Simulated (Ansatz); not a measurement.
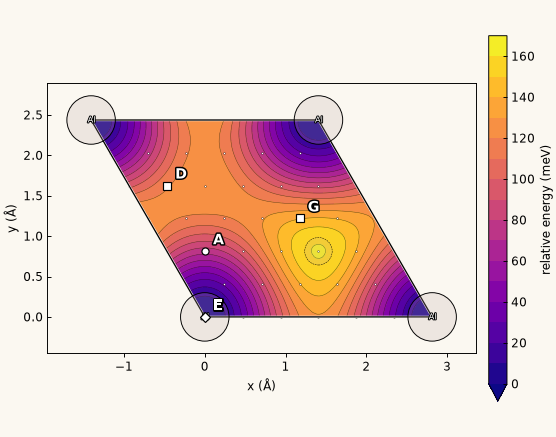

O on an Al(001) slab cut from the P6_3/mmc phase, its upper half relaxed before the scan (32 atoms of substrate and one adsorbate in a 2 × 2 cell). O is moved over the surface cell at a fixed height above a rigid substrate; the origin of the map has the adsorbate above Al29; the height is held at 2.50 Å. Places are given modulo a cell vector. The map is drawn in real space over the plane of the surface. Grid: 6 × 6 points; 10 points were computed and 26 follow by symmetry. Places are given in fractions of the 1 × 1 surface cell. Energies are in meV, from the lowest grid point. The runs have no spin polarisation, so an open-shell adsorbate far from the surface lies too high. At a fixed height the lowest place need not be the adsorption site. Method: DFT PBE+D3(BJ), scalar-relativistic, plane waves, PAW in Ansatz 0.2.0. Settings: cutoff 420 eV, k-mesh 6×6×1, gaussian smearing 0.1 eV, no spin polarisation.

In the figure: filled contours, dots at the grid points, labelled circles for the atoms of the top layer and small ones for the second layer, the outline of one cell of the plane, lettered points. Between grid points the surface is interpolated.

Question: Is D the lowest point of the computed grid?

Answer: No. D lies 118 meV above the lowest grid point, which is at the top site over a surface Al atom, (0/6, 0/6) of the cell vectors.

Question: What kind of point is each of A, E: minimum, saddle, maximum or slope?

Answer: A: on a slope; E: minimum. (In these two coordinates alone; a stationary point may lie a little off the grid point.)

PAW datasets: the set soft_1.
